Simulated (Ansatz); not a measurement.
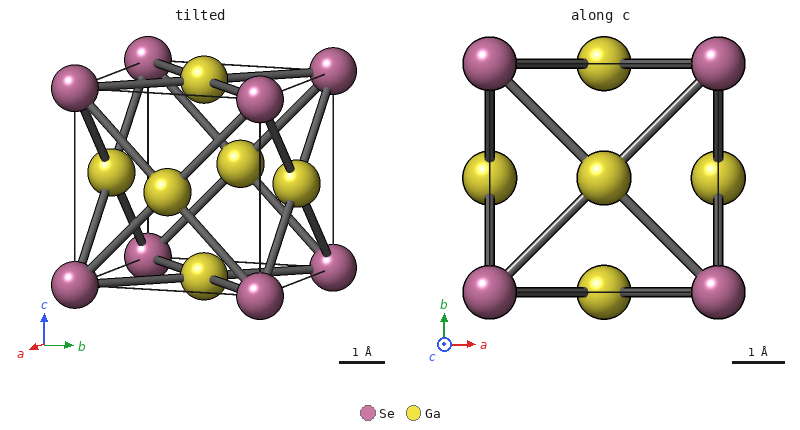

Ga₃Se, Cu₃Au (L1₂) type, space group Pm-3m (No. 221), a = 4.432 Å, b = 4.432 Å, c = 4.432 Å, α = 90.00°, β = 90.00°, γ = 90.00°. This ball-and-stick model is shown slightly off an axis and along the c axis. The box is the conventional unit cell; atoms on or close to its faces, edges and corners are drawn wherever they repeat. This one geometry was run with eight functionals. The cell is a structure listed in the Materials Project. It needn't be the stable form of this composition.

Alike in all runs: Ansatz 0.2.0; potentials Ansatz PAW; cutoff 420 eV; k mesh 4 × 4 × 4 on the run's cell of 4 atoms; occupations fermi-dirac, width 0.05 eV; no spin polarisation; no spin-orbit coupling. All runs are metallic.

| level | pressure (GPa) |
| --- | --- |
| PBE | -0.2 |
| RPBE | 1.5 |
| HSE06 | ? |
| LDA | -4.6 |
| BLYP | 4.7 |
| PBE0 | -0.8 |
| PBEsol | -3.2 |
| revPBE | 1.0 |

What does HSE06 give?

Answer. Pressure -0.9 GPa. That is between PBEsol and PBE0 in pressure.

Order the levels by the equilibrium volume that these pressures point to, smallest first.

Answer. LDA (-4.6 GPa), PBEsol (-3.2 GPa), HSE06 (-0.9 GPa), PBE0 (-0.8 GPa), PBE (-0.2 GPa), revPBE (1.0 GPa), RPBE (1.5 GPa), BLYP (4.7 GPa). A higher pressure at one volume points to a larger equilibrium volume, as long as the bulk moduli are alike; rows a few tenths of a GPa apart can't be told apart.

Caveat: an odd number of electrons without spin polarisation forces a metal, and a magnetic or distorted state may lie lower; rows whose functional differs from that of their potentials carry a shift in pressure and volume, which can reorder them.
